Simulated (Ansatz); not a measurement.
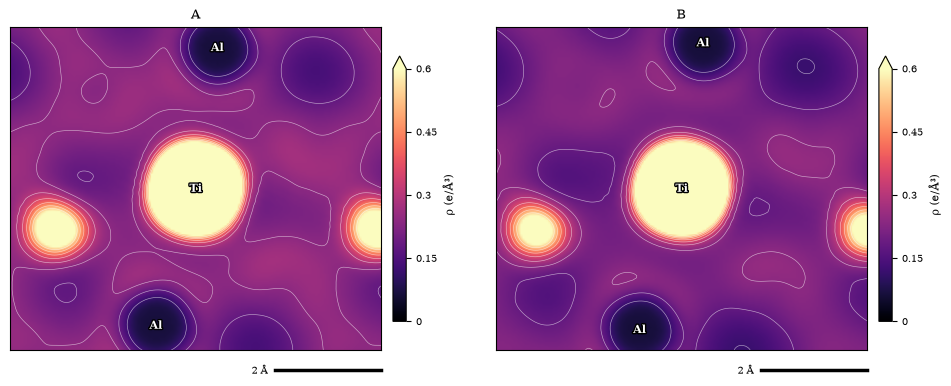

TiAl2. The valence pseudo-density of two cells that differ in size, on the (101) plane of each (indices in the axes of the calculation cell), at one length scale and on one colour scale: B has 15.6 Å³ an atom and A 14.2.

These are results of Ansatz, DFT PBEsol, scalar-relativistic, plane waves, PAW, not measurements.

Core electrons are frozen (PAW), and the valence fields are smoothed inside the atomic spheres.

The larger cell:

```xyz
6
Lattice="1.9503 -6.0263 0.0000 1.9503 6.0263 0.0000 0.0000 0.0000 3.9724" Properties=species:S:1:pos:R:3 pbc="T T T"
Ti    1.9503   -1.8828    0.0000
Ti    1.9503    1.8828    0.0000
Al    0.0000    0.0000    0.0000
Al    1.9503   -3.9424    1.9862
Al    1.9503    3.9424    1.9862
Al    1.9503    0.0000    1.9862
```

The smaller cell: a = 6.142 Å, b = 6.142 Å, c = 3.845 Å, α = 90.00°, β = 90.00°, γ = 144.14°.

Q: What does the compression do to the bonding and the properties?

A: From the larger cell to the smaller, Ti–Al goes from 2.79 to 2.70 Å, and the density at its midpoint from 0.21 to 0.24 e/Å³; the pressure goes from 0.0 to 13 GPa.
